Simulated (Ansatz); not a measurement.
A series of calculations on Hf₁₂H

### Relaxation

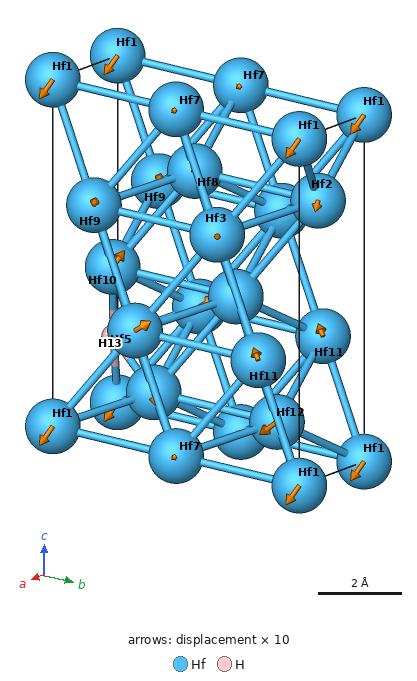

A relaxation of a defect cell of composition Hf₁₂H. The starting structure is drawn; orange arrows show the displacements, magnified 10 times.

The picture is a ball-and-stick view of the cell of the calculation, reduced to other axes, seen slightly off an axis. Lengths and directions refer to the drawn axes.

It is an interstitial H in hcp Hf. The run prepares the start of a later molecular dynamics calculation, from a guessed geometry.

Theory: DFT PBE, scalar-relativistic, plane waves, PAW (Ansatz 0.2.0).

The input:
```yaml
accuracy: low
crystal:
  lattice:
    - [6.4, 0.0, 0.0]
    - [-4.8, 8.313844, 0.0]
    - [0.0, 0.0, 5.0624]
  atoms:
    - { symbol: Hf, position: [0.0, 0.0, 0.0] }
    - { symbol: Hf, position: [0.1666667, 0.2222222, 0.5] }
    - { symbol: Hf, position: [0.0, 0.3333333, 0.0] }
    - { symbol: Hf, position: [0.1666667, 0.5555556, 0.5] }
    - { symbol: Hf, position: [0.0, 0.6666667, 0.0] }
    - { symbol: Hf, position: [0.1666667, 0.8888889, 0.5] }
    - { symbol: Hf, position: [0.5, 0.0, 0.0] }
    - { symbol: Hf, position: [0.6666667, 0.2222222, 0.5] }
    - { symbol: Hf, position: [0.5, 0.3333333, 0.0] }
    - { symbol: Hf, position: [0.6666667, 0.5555556, 0.5] }
    - { symbol: Hf, position: [0.5, 0.6666667, 0.0] }
    - { symbol: Hf, position: [0.6666667, 0.8888889, 0.5] }
    - { symbol: H, position: [0.8346787, 0.7846156, 0.7477759] }
basis:
  ecutwfc: 420.0
kpoints:
  mp_grid: { grid: [3, 2, 3] }
hamiltonian:
  xc: pbe
scf:
  occupations: { method: fermi_dirac, width: 0.1 }
  lower_state_search: "off"
relax:
  f_tol: 0.08
  max_steps: 25
  adjacent_minimum: "off"
```

Launched with:
```bash
ansatz run input.yaml --threads 4 --pin off --max-ram 10240MiB --backend cpu --events-out ev --progress --plain --runs-dir out
```

> Describe the change and its energy.

The largest moves, 0.060 Å, are those of Hf1 and Hf12. Hf1 goes along [2 −2 −3]. Largest moves by element: Hf 0.060 Å, H 0.053 Å. The cell doesn't change. Near-neighbour distances that change, for instance: Hf10–Hf12 3.200 → 3.302 Å, Hf12–H13 2.193 → 2.271 Å, Hf1–Hf11 3.200 → 3.270 Å, Hf1–H13 2.199 → 2.267 Å. Among the angles between lasting bonds that change: Hf1–H13–Hf12 91.0° → 86.9°, Hf6–H13–Hf11 176.9° → 179.5°, Hf10–H13–Hf12 91.3° → 93.6°. The energy falls by 59.0 meV per cell of the calculation in 2 accepted moves (3 points after the start). Largest force component: 0.41 eV/Å at the start, 0.077 eV/Å at the end. The line search rejected the trial step at point 1 of the run. Cost: 36 s on 4 threads of Intel(R) Xeon(R) Platinum 8375C CPU @ 2.90GHz (Ice Lake) (shared host), peak memory 1.4 GiB.

Limits of the set-up: the k-point mesh is coarse for a cell with partly filled bands; the program's low-accuracy preset was used; the periodic images lie only 5.1 Å apart, so the values are limited by the cell's size.

### Dynamics

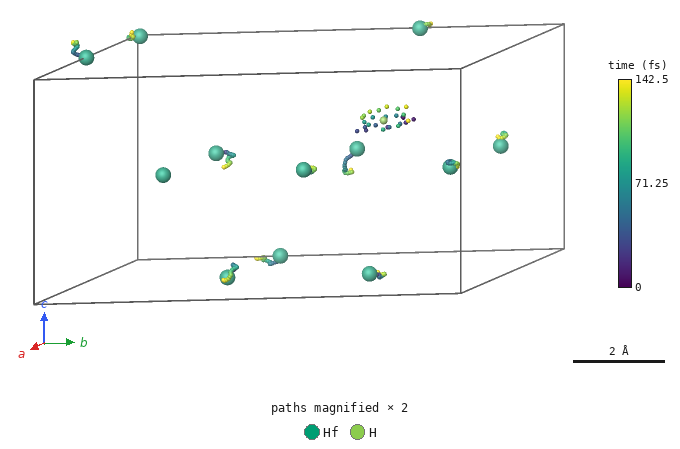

Molecular dynamics of Hf with an interstitial H (13 atoms in the cell), 142 fs long. Dots mark each atom's position at evenly spaced times, coloured by time; spheres stand at the starting positions. The excursions are magnified 2 times. Seen slightly off an axis in the simulation cell.

These are results of Ansatz, DFT PBE, scalar-relativistic, plane waves, PAW, not measurements. Set-up: plane-wave cutoff 420 eV; k-point mesh 3 × 2 × 3; Fermi-Dirac smearing 0.1 eV; low-accuracy preset; Langevin thermostat (NVT); set temperature 600 K; time step 0.75 fs; friction 0.02 per fs.

> What do the traces tell about the motion?

Root-mean-square distances from the starting positions over the second half, with the common drift of all atoms taken out: H 0.25 Å, Hf 0.17 Å. The run lasts only 142 fs, too short to tell vibration from diffusion. Over the second half the temperature averages 490 K (spread ±88 K). The potential energy in the second half lies on average 70.6 meV per atom above the first frame.

Limits of the set-up: the k-point mesh is coarse for a cell with partly filled bands; the program's low-accuracy preset was used; the periodic images lie only 5.1 Å apart, so the values are limited by the cell's size.

Cost: 28 min on 4 threads of Intel(R) Xeon(R) Platinum 8375C CPU @ 2.90GHz (Ice Lake), with other jobs on the host, peak memory 2 GiB.

### Dynamics

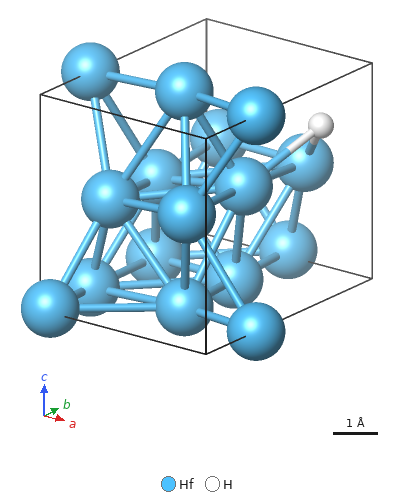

Starting frame of a dynamics run of Hf with an interstitial H (13 atoms in the cell). It starts from the last geometry of an earlier run, with fresh velocities. Style: ball-and-stick. Shown: the simulation cell, slightly off an axis. Bonds to atoms that aren't drawn are left out.

The calculation used DFT PBE, scalar-relativistic, plane waves, PAW (Ansatz 0.2.0).

Input
```yaml
accuracy: low
crystal:
  lattice:
    - [6.4, 0.0, 0.0]
    - [-4.8, 8.313844, 0.0]
    - [0.0, 0.0, 5.0624]
  atoms:
    - { symbol: Hf, position: [0.05054553, 0.00861695, 0.0152825] }
    - { symbol: Hf, position: [0.18433531, 0.23792747, 0.46957326] }
    - { symbol: Hf, position: [-0.00414098, 0.30547208, -0.00216665] }
    - { symbol: Hf, position: [0.15508379, 0.54487108, 0.45285505] }
    - { symbol: Hf, position: [0.01231846, 0.67768136, 0.01113439] }
    - { symbol: Hf, position: [0.18559382, 0.89230579, 0.52201344] }
    - { symbol: Hf, position: [0.50547972, -0.01262628, 0.03687918] }
    - { symbol: Hf, position: [0.66588227, 0.21657757, 0.50483614] }
    - { symbol: Hf, position: [0.53297735, 0.33512491, 0.00655441] }
    - { symbol: Hf, position: [0.6687238, 0.55639176, 0.51567596] }
    - { symbol: Hf, position: [0.49430327, 0.67324593, 0.00826992] }
    - { symbol: Hf, position: [0.68447611, 0.90707207, 0.50606437] }
    - { symbol: H, position: [0.87471755, 0.81675312, 0.74850001] }
basis:
  ecutwfc: 420.0
kpoints:
  mp_grid: { grid: [3, 2, 3] }
hamiltonian:
  xc: pbe
scf:
  occupations: { method: fermi_dirac, width: 0.1 }
  lower_state_search: "off"
md:
  timestep: 0.75
  n_steps: 200
  ensemble: nve
  temperature: 840.0
  initial_velocities: maxwell_boltzmann
  seed: 887551
```

Command:
```bash
ansatz run input.yaml --threads 4 --pin off --max-ram 10240MiB --backend cpu --events-out ev --progress --plain --runs-dir out
```

What does the trajectory do?

The mean temperature in the second half is 736 K (standard deviation 58 K). The potential energy in the second half lies on average 12.4 meV per atom above the first frame. Root-mean-square distances from the starting positions over the second half, with the common drift of all atoms taken out: H 0.36 Å, Hf 0.30 Å. The run lasts only 150 fs, too short to tell vibration from diffusion.

Along the run (each row but the first and the last is the mean over the interval that it begins):

```
time (fs)  potential energy (meV/atom)  T (K)
      0.0                          0.0    840
     15.0                          3.1    814
     30.0                         11.9    740
     45.0                         14.9    715
     60.0                         16.4    703
     75.0                         13.2    730
     90.0                          6.3    787
    105.0                          7.1    781
    120.0                         10.8    750
    135.0                         24.0    639
    150.0                         26.6    617
```

The paths of the atoms:

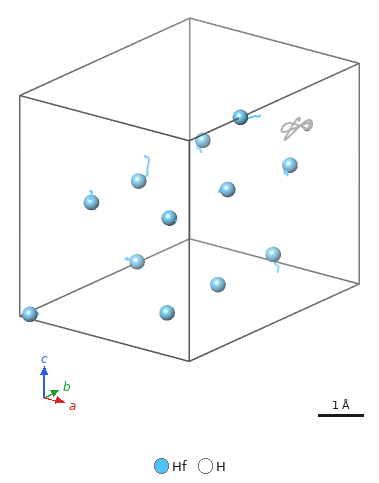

Limits of the set-up: the k-point mesh is coarse for a cell with partly filled bands; the program's low-accuracy preset was used; the periodic images lie only 5.1 Å apart, so the values are limited by the cell's size.
